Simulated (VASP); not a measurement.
## ZnCu₂SnSe₄: geometry relaxation (part 3 of 3)

ZnCu₂SnSe₄ (8 atoms in the cell); Kohn-Sham DFT of a periodic cell, PBE, VASP PAW PBE potentials, recommended, no spin polarisation (VASP 6.6.1); cutoff 600 eV, 10×10×10 k-mesh, methfessel-paxton of 0.1 eV. The structure derives from a Materials Project entry.

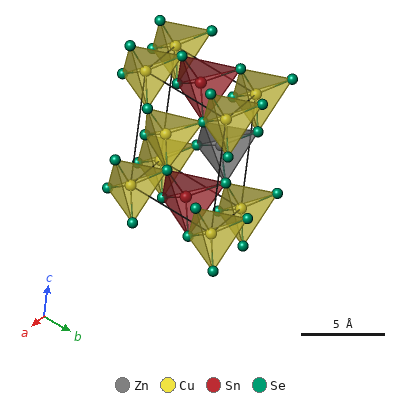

*The geometry at step 3 of the log (polyhedral view of the reduced cell, seen slightly off an axis; polyhedra are completed across the faces of the cell).*

Parts of OUTCAR, continued
```
 k-point     1 :       0.0000    0.0000    0.0000
  band No.  band energies     occupation
      1     -18.5914      2.00000
      2     -18.5886      2.00000
      3     -18.5886      2.00000
      4     -18.5434      2.00000
      5     -18.5403      2.00000
      6     -10.5231      2.00000
      7      -9.4001      2.00000
      8      -9.3902      2.00000
      9      -9.3902      2.00000
     10      -4.1658      2.00000
     11      -3.4816      2.00000
     12      -3.4372      2.00000
     13      -3.4372      2.00000
     14      -3.4308      2.00000
     15      -3.3576      2.00000
     16      -1.7407      2.00000
     17      -1.1885      2.00000
     18      -0.8917      2.00000
     19      -0.3404      2.00000
     20      -0.3206      2.00000
     21      -0.3206      2.00000
     22       0.2257      2.00000
     23       0.2257      2.00000
     24       0.5947      2.00000
     25       0.5947      2.00000
     26       0.6263      2.00000
     27       1.4059      2.00000
     28       1.5712      2.00000
     29       1.6848      2.00000
     30       1.8904      2.00000
     31       1.9606      2.00000
     32       1.9606      2.00000
     33       2.0910      2.00000
     34       3.2715      2.00013
     35       3.5514      1.43860
     36       3.5514      1.43859
     37       3.5874      0.84705
     38       5.3373     -0.00000
     39       5.8105      0.00000
     40       6.9424      0.00000
     41       6.9424      0.00000
     42       7.9923      0.00000
     43       8.2450      0.00000

 k-point     2 :       0.1000   -0.0000    0.0000
  band No.  band energies     occupation
      1     -18.5915      2.00000
      2     -18.5886      2.00000
      3     -18.5886      2.00000
      4     -18.5434      2.00000
      5     -18.5403      2.00000
      6     -10.4956      2.00000
      7      -9.4122      2.00000
      8      -9.4091      2.00000
      9      -9.3981      2.00000
     10      -4.1552      2.00000
     11      -3.4754      2.00000
     12      -3.4435      2.00000
     13      -3.4385      2.00000
     14      -3.4277      2.00000
     15      -3.3549      2.00000
     16      -1.7468      2.00000
     17      -1.2101      2.00000
     18      -0.8918      2.00000
     19      -0.4767      2.00000
     20      -0.2600      2.00000
     21      -0.1592      2.00000
     22       0.1840      2.00000
     23       0.2225      2.00000
     24       0.5551      2.00000
     25       0.5794      2.00000
     26       0.6654      2.00000
     27       1.4369      2.00000
     28       1.5894      2.00000
     29       1.6948      2.00000
     30       1.8429      2.00000
     31       1.9441      2.00000
     32       2.0058      2.00000
     33       2.1276      2.00000
     34       2.9168      2.00000
     35       3.4642      2.06855
     36       3.5406      1.59074
     37       3.9265     -0.00001
     38       5.4806     -0.00000
     39       5.9163      0.00000
     40       6.8584      0.00000
     41       6.8747      0.00000
     42       7.9634      0.00000
     43       8.1811      0.00000

 k-point     3 :       0.2000   -0.0000    0.0000
  band No.  band energies     occupation
      1     -18.5915      2.00000
      2     -18.5887      2.00000
      3     -18.5886      2.00000
      4     -18.5433      2.00000
      5     -18.5403      2.00000
      6     -10.4158      2.00000
      7      -9.4739      2.00000
      8      -9.4421      2.00000
      9      -9.4142      2.00000
     10      -4.1274      2.00000
     11      -3.4646      2.00000
     12      -3.4534      2.00000
     13      -3.4398      2.00000
     14      -3.4224      2.00000
     15      -3.3468      2.00000
     16      -1.7531      2.00000
     17      -1.2401      2.00000
     18      -0.8852      2.00000
     19      -0.5214      2.00000
     20      -0.2008      2.00000
     21      -0.0980      2.00000
     22       0.1154      2.00000
     23       0.2124      2.00000
     24       0.4985      2.00000
     25       0.5673      2.00000
     26       0.7413      2.00000
     27       1.5258      2.00000
     28       1.6287      2.00000
     29       1.7106      2.00000
     30       1.8027      2.00000
     31       1.9230      2.00000
     32       2.0553      2.00000
     33       2.1971      2.00000
     34       2.5891      2.00000
     35       3.2313      2.00001
     36       3.4299      2.05668
     37       4.3291     -0.00000
     38       5.8769      0.00000
     39       6.1013      0.00000
     40       6.6546      0.00000
     41       6.7492      0.00000
     42       7.9701      0.00000
     43       8.3087      0.00000

 k-point     4 :       0.3000   -0.0000    0.0000
  band No.  band energies     occupation
      1     -18.5916      2.00000
      2     -18.5887      2.00000
      3     -18.5886      2.00000
      4     -18.5432      2.00000
      5     -18.5403      2.00000
      6     -10.2911      2.00000
      7      -9.5857      2.00000
      8      -9.4759      2.00000
      9      -9.4327      2.00000
     10      -4.0928      2.00000
     11      -3.4713      2.00000
     12      -3.4556      2.00000
     13      -3.4318      2.00000
     14      -3.4142      2.00000
     15      -3.3339      2.00000
     16      -1.7343      2.00000
     17      -1.2375      2.00000
     18      -0.9026      2.00000
     19      -0.4839      2.00000
     20      -0.2893      2.00000
     21      -0.1214      2.00000
     22       0.0363      2.00000
     23       0.2391      2.00000
     24       0.4918      2.00000
     25       0.5693      2.00000
     26       0.8028      2.00000
     27       1.6183      2.00000
     28       1.6652      2.00000
     29       1.7280      2.00000
     30       1.7841      2.00000
     31       1.9361      2.00000
     32       2.0936      2.00000
     33       2.2401      2.00000
     34       2.4926      2.00000
     35       2.9288      2.00000
     36       3.2759      2.00016
     37       4.5972     -0.00000
     38       6.1062      0.00000
     39       6.4402      0.00000
     40       6.5273      0.00000
     41       6.9120      0.00000
     42       8.0696      0.00000
     43       8.2956      0.00000

 k-point     5 :       0.4000    0.0000   -0.0000
  band No.  band energies     occupation
      1     -18.5916      2.00000
      2     -18.5888      2.00000
      3     -18.5886      2.00000
      4     -18.5432      2.00000
      5     -18.5402      2.00000
      6     -10.1381      2.00000
      7      -9.7321      2.00000
      8      -9.5007      2.00000
      9      -9.4474      2.00000
     10      -4.0650      2.00000
     11      -3.4781      2.00000
     12      -3.4600      2.00000
     13      -3.4231      2.00000
     14      -3.4050      2.00000
     15      -3.3196      2.00000
     16      -1.6880      2.00000
     17      -1.2148      2.00000
     18      -0.9213      2.00000
     19      -0.5770      2.00000
     20      -0.3281      2.00000
     21      -0.2099      2.00000
     22       0.1040      2.00000
     23       0.2762      2.00000
     24       0.4665      2.00000
     25       0.5800      2.00000
     26       0.8148      2.00000
     27       1.6471      2.00000
     28       1.6728      2.00000
     29       1.7486      2.00000
     30       1.8059      2.00000
     31       1.9588      2.00000
     32       2.1405      2.00000
     33       2.3269      2.00000
     34       2.4652      2.00000
     35       2.6599      2.00000
     36       3.1159      2.00000
     37       4.7482     -0.00000
     38       6.2468      0.00000
     39       6.3946      0.00000
     40       7.0811      0.00000
     41       7.1908      0.00000
     42       8.0256      0.00000
     43       8.2288      0.00000

 [... the levels of 18 k-points are left out ...]

 k-point    24 :       0.3000    0.2000    0.0000
  band No.  band energies     occupation
      1     -18.5917      2.00000
      2     -18.5887      2.00000
      3     -18.5887      2.00000
      4     -18.5432      2.00000
      5     -18.5402      2.00000
      6     -10.1553      2.00000
      7      -9.6272      2.00000
      8      -9.5403      2.00000
      9      -9.4868      2.00000
     10      -4.1311      2.00000
     11      -3.4824      2.00000
     12      -3.4678      2.00000
     13      -3.4132      2.00000
     14      -3.3980      2.00000
     15      -3.3172      2.00000
     16      -1.8378      2.00000
     17      -1.4220      2.00000
     18      -0.8461      2.00000
     19      -0.5019      2.00000
     20      -0.2484      2.00000
     21      -0.0536      2.00000
     22       0.2216      2.00000
     23       0.2572      2.00000
     24       0.4912      2.00000
     25       0.7048      2.00000
     26       0.7638      2.00000
     27       1.5895      2.00000
     28       1.6809      2.00000
     29       1.7610      2.00000
     30       1.8251      2.00000
     31       1.9779      2.00000
     32       2.1692      2.00000
     33       2.2821      2.00000
     34       2.5150      2.00000
     35       3.0614      2.00000
     36       3.1929      2.00000
     37       4.2884     -0.00000
     38       5.8512      0.00000
     39       6.2416      0.00000
     40       6.5185      0.00000
     41       7.0428      0.00000
     42       8.1808      0.00000
     43       8.5814      0.00000

 [... further k-points ...]

------------------------ aborting loop because EDIFF is reached ----------------------------------------

  FORCE on cell =-STRESS in cart. coord.  units (eV):
  Direction    XX          YY          ZZ          XY          YZ          ZX
  --------------------------------------------------------------------------------------
  -------------------------------------------------------------------------------------
  Total       -0.0292790     -0.0292790      0.0407814     -0.0000001      0.0000000      0.0000000
  in kB       -0.2444263     -0.2444263      0.3404504     -0.0000009      0.0000000      0.0000000
  external PRESSURE =      -0.0494674 kB  Pullay stress =       0.0000000 kB

 VOLUME and BASIS-vectors are now :
 -----------------------------------------------------------------------------
  energy-cutoff  :      600.00
  volume of cell :      191.92
      direct lattice vectors                 reciprocal lattice vectors
    -2.886395777  2.886395765  5.758997093    -0.000000000  0.173226418  0.086820672
     2.886395777 -2.886395765  5.758997093     0.173226418  0.000000000  0.086820672
     2.886395765  2.886395777 -5.758997093     0.173226418  0.173226418  0.000000000

 POSITION                                       TOTAL-FORCE (eV/Angst)
 -----------------------------------------------------------------------------------
     -0.00000      2.88640      2.87950        -0.000000      0.000000      0.000000
      2.88640      0.00000      2.87950        -0.000000      0.000000      0.000000
      0.00000     -0.00000      0.00000        -0.000000      0.000000      0.000000
      0.00000      0.00000      5.75900        -0.000000      0.000000      0.000000
      1.55018      1.49686      4.25945        -0.002765      0.002886      0.004627
      1.33621      1.38954     -1.49954         0.002765     -0.002886      0.004627
     -1.49686      1.55018      7.25854        -0.002886     -0.002765     -0.004627
      4.38325      1.33621      1.49954         0.002886      0.002765     -0.004627
 -----------------------------------------------------------------------------------
    total drift:                                0.000009      0.000009      0.000009

  FREE ENERGIE OF THE ION-ELECTRON SYSTEM (eV)
  ---------------------------------------------------
  free  energy   TOTEN  =       -29.5928632058 eV

  energy  without entropy=      -29.5936450748  energy(sigma->0) =      -29.59312383

 reached required accuracy - stopping structural energy minimisation
```

CONTCAR
```
ZnCu2SnSe4
   1.00000000000000
    -2.8863957766613559    2.8863957646407945    5.7589970934590200
     2.8863957766613559   -2.8863957646407945    5.7589970934590200
     2.8863957646407945    2.8863957766613559   -5.7589970934590200
  Zn              Cu              Sn              Se
     1     2     1     4
Direct
     0.7500000000000000    0.2500000000000000    0.5000000000000000
     0.2500000000000000    0.7500000000000000    0.5000000000000000
     0.0000000000000000    0.0000000000000000    0.0000000000000000
     0.5000000000000000    0.5000000000000000    0.0000000000000000
     0.6291036076992492    0.6383412007186123    0.5278274180487206
     0.1105137826698917    0.1012761896505285    0.4721725819512793
     0.8987238103494715    0.3708963923007508    0.0092375930193632
     0.3616587992813876    0.8894862173301084    0.9907624069806369

  0.00000000E+00  0.00000000E+00  0.00000000E+00
  0.00000000E+00  0.00000000E+00  0.00000000E+00
  0.00000000E+00  0.00000000E+00  0.00000000E+00
  0.00000000E+00  0.00000000E+00  0.00000000E+00
  0.00000000E+00  0.00000000E+00  0.00000000E+00
  0.00000000E+00  0.00000000E+00  0.00000000E+00
  0.00000000E+00  0.00000000E+00  0.00000000E+00
  0.00000000E+00  0.00000000E+00  0.00000000E+00
```

Trajectory as extended XYZ (Å, eV, eV/Å), 6 frames, from step=0 to step=5
```
8
Lattice="-2.8856 2.8856 5.7398 2.8856 -2.8856 5.7398 2.8856 2.8856 -5.7398" Properties=species:S:1:pos:R:3:forces:R:3 step=0 energy=-29.58985
Zn    0.0000    2.8856    2.8699    0.0000   0.0000   0.0000
Cu    2.8856    0.0000    2.8699    0.0000   0.0000   0.0000
Cu    0.0000    0.0000    0.0000    0.0000   0.0000   0.0000
Sn    0.0000    0.0000    5.7398    0.0000   0.0000   0.0000
Se    1.5381    1.4990    4.2477    0.0887  -0.0136  -0.0236
Se    1.3475    1.3866   -1.4921   -0.0887   0.0136  -0.0236
Se   -1.4990    1.5381    7.2320    0.0136   0.0887   0.0236
Se    4.3846    1.3475    1.4921   -0.0136  -0.0887   0.0236
8
Lattice="-2.8903 2.8903 5.7541 2.8903 -2.8903 5.7541 2.8903 2.8903 -5.7541" Properties=species:S:1:pos:R:3:forces:R:3 step=1 energy=-29.59188
Zn    0.0000    2.8903    2.8770    0.0000   0.0000   0.0000
Cu    2.8903    0.0000    2.8770    0.0000   0.0000   0.0000
Cu    0.0000    5.7806    0.0000    0.0000   0.0000   0.0000
Sn    2.8903    2.8903    0.0000    0.0000   0.0000   0.0000
Se    1.5449    1.5008    4.2571    0.0495  -0.0137  -0.0072
Se    1.3454    1.3895   -1.4970   -0.0495   0.0137  -0.0072
Se   -1.5008    1.5449    7.2510    0.0137   0.0495   0.0072
Se    4.3910    1.3454    1.4970   -0.0137  -0.0495   0.0072
8
Lattice="-2.8911 2.8911 5.7564 2.8911 -2.8911 5.7564 2.8911 2.8911 -5.7564" Properties=species:S:1:pos:R:3:forces:R:3 step=2 energy=-29.59192
Zn    0.0000    2.8911    2.8782    0.0000   0.0000   0.0000
Cu    2.8911    0.0000    2.8782    0.0000   0.0000   0.0000
Cu    0.0000    0.0000    0.0000    0.0000   0.0000   0.0000
Sn    0.0000    0.0000    5.7564    0.0000   0.0000   0.0000
Se    1.5460    1.5010    4.2586    0.0446  -0.0142  -0.0052
Se    1.3451    1.3900   -1.4978   -0.0446   0.0142  -0.0052
Se   -1.5010    1.5460    7.2542    0.0142   0.0446   0.0052
Se    4.3921    1.3451    1.4978   -0.0142  -0.0446   0.0052
8
Lattice="-2.8887 2.8887 5.7577 2.8887 -2.8887 5.7577 2.8887 2.8887 -5.7577" Properties=species:S:1:pos:R:3:forces:R:3 step=3 energy=-29.59263
Zn    0.0000    2.8887    2.8788    0.0000   0.0000   0.0000
Cu    2.8887    0.0000    2.8788    0.0000   0.0000   0.0000
Cu   -2.8887    2.8887    5.7577    0.0000   0.0000   0.0000
Sn    0.0000    0.0000    5.7577    0.0000   0.0000   0.0000
Se    1.5481    1.4990    4.2590    0.0209  -0.0058  -0.0004
Se    1.3407    1.3898   -1.4986   -0.0209   0.0058  -0.0004
Se   -1.4990    1.5481    7.2563    0.0058   0.0209   0.0004
Se    4.3877    1.3407    1.4986   -0.0058  -0.0209   0.0004
8
Lattice="-2.8858 2.8858 5.7593 2.8858 -2.8858 5.7593 2.8858 2.8858 -5.7593" Properties=species:S:1:pos:R:3:forces:R:3 step=4 energy=-29.59284
Zn    0.0000    2.8858    2.8797    0.0000   0.0000   0.0000
Cu    2.8858    0.0000    2.8797    0.0000   0.0000   0.0000
Cu    0.0000    0.0000    0.0000    0.0000   0.0000   0.0000
Sn    0.0000    0.0000    5.7593    0.0000   0.0000   0.0000
Se    1.5507    1.4963    4.2596   -0.0085   0.0049   0.0060
Se    1.3351    1.3895   -1.4998    0.0085  -0.0049   0.0060
Se   -1.4963    1.5507    7.2591   -0.0049  -0.0085  -0.0060
Se    4.3821    1.3351    1.4998    0.0049   0.0085  -0.0060
8
Lattice="-2.8864 2.8864 5.7590 2.8864 -2.8864 5.7590 2.8864 2.8864 -5.7590" Properties=species:S:1:pos:R:3:forces:R:3 step=5 energy=-29.59286
Zn    0.0000    2.8864    2.8795    0.0000   0.0000   0.0000
Cu    2.8864    0.0000    2.8795    0.0000   0.0000   0.0000
Cu    0.0000    0.0000    0.0000    0.0000   0.0000   0.0000
Sn    0.0000    0.0000    5.7590    0.0000   0.0000   0.0000
Se    1.5502    1.4969    4.2595   -0.0028   0.0029   0.0046
Se    1.3362    1.3895   -1.4995    0.0028  -0.0029   0.0046
Se   -1.4969    1.5502    7.2585   -0.0029  -0.0028  -0.0046
Se    4.3833    1.3362    1.4995    0.0029   0.0028  -0.0046
```

The run was set up as follows.

INCAR
```
SYSTEM = ZnCu2SnSe4
  ALGO = Normal
  EDIFF = 1E-6
  EDIFFG = -0.01
  ENCUT = 600
  GGA = PE
  IBRION = 2
  ISIF = 3
  ISMEAR = 1
  KPAR = 4
  LASPH = .True.
  LCHARG = .False.
  LREAL = .False.
  LWAVE = .False.
  NELM = 80
  NSW = 90
  PREC = Accurate
  SIGMA = 0.1
```

KPOINTS
```
k-points
0
Gamma
  10 10 10
  0 0 0
```

POSCAR
```
ZnCu2SnSe4
1.0
   -2.8856370000      2.8856370000      5.7398310000
    2.8856370000     -2.8856370000      5.7398310000
    2.8856370000      2.8856370000     -5.7398310000
Zn Cu Sn Se
1 2 1 4
Direct
    0.7500000000      0.2500000000      0.5000000000
    0.2500000000      0.7500000000      0.5000000000
    0.0000000000      0.0000000000      0.0000000000
    0.5000000000      0.5000000000      0.0000000000
    0.6297540000      0.6365340000      0.5262470000
    0.1102870000      0.1035070000      0.4737530000
    0.8964930000      0.3702460000      0.0067800000
    0.3634660000      0.8897130000      0.9932200000
```

Command:
```bash
cat potpaw_PBE.64/Zn/POTCAR potpaw_PBE.64/Cu/POTCAR potpaw_PBE.64/Sn_d/POTCAR potpaw_PBE.64/Se/POTCAR > POTCAR
mpirun -np 4 vasp_std > vasp.out
```

Key numbers

```json
{"quantity": "outcome", "value": "converged"}
{"quantity": "space group (tolerance 0.01 Å)", "value": "I-4 (82)"}
{"quantity": "electrons treated", "value": "72"}
{"quantity": "free energy", "value": "−29.5929 eV"}
{"quantity": "Fermi energy", "value": "3.578 eV"}
{"quantity": "gap on the k-point mesh", "value": "0.04 eV"}
{"quantity": "pressure", "value": "0.00 GPa"}
{"quantity": "final volume", "value": "191.92 Å³"}
{"quantity": "largest force (length of the vector) at the end", "value": "0.006 eV/Å"}
{"quantity": "final cell", "value": "a = 7.059 Å, b = 7.059 Å, c = 7.059 Å, α = 131.73°, β = 131.73°, γ = 70.66°"}
{"quantity": "hardware", "value": "4 threads of AMD EPYC (Zen 5), 450 GiB of memory available, shared host"}
{"quantity": "wall time", "value": "24 min (CPU time 1.6 h)"}
{"quantity": "peak memory", "value": "1.5 GiB"}
```
